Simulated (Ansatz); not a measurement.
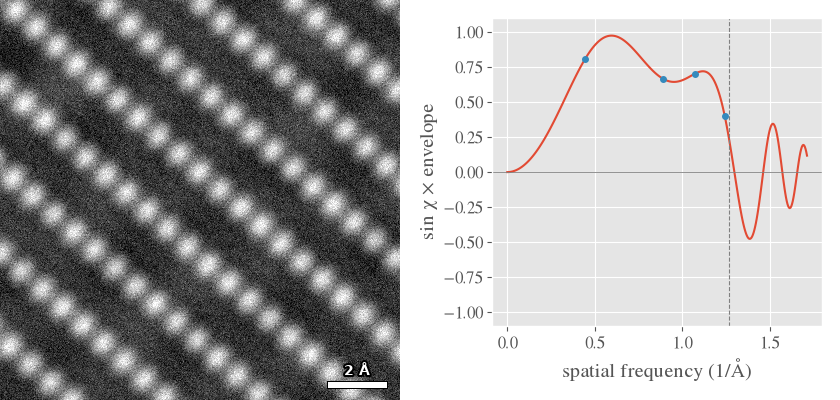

Phase-contrast TEM-like image of Mo (Fddd, No. 70) along [210]. Simulated in the weak-phase-object approximation with neutral-atom potentials: 200 kV, Cs = −13 µm, defocus +69 Å (negative is underfocus), defocus spread 8 Å, aperture 1.27 1/Å. Shot noise and the speckle of an amorphous layer were added. Atomic positions: the geometry given to an electronic-structure calculation, possibly off equilibrium; the starting structure was generated, so it need not be a known form of this composition.

The plot gives the contrast transfer function, the aperture (dashed) and the crystal's spatial frequencies that carry visible contrast (dots).

Q: What point resolution do these settings give, and which lattice spacings pass?

A: About 0.8 Å (0.66 |Cs|^(1/4) λ^(3/4) with λ = 0.0251 Å). The spacings that carry visible contrast are {004} at 2.24 Å, {008} at 1.12 Å, {242} at 0.93 Å, {246} at 0.80 Å.

Q: Do the atom columns appear dark or bright, and why?

A: Bright. With negative Cs and overfocus sin χ is positive over the pass band, so the strongest columns (Mo) come out brighter than the background.
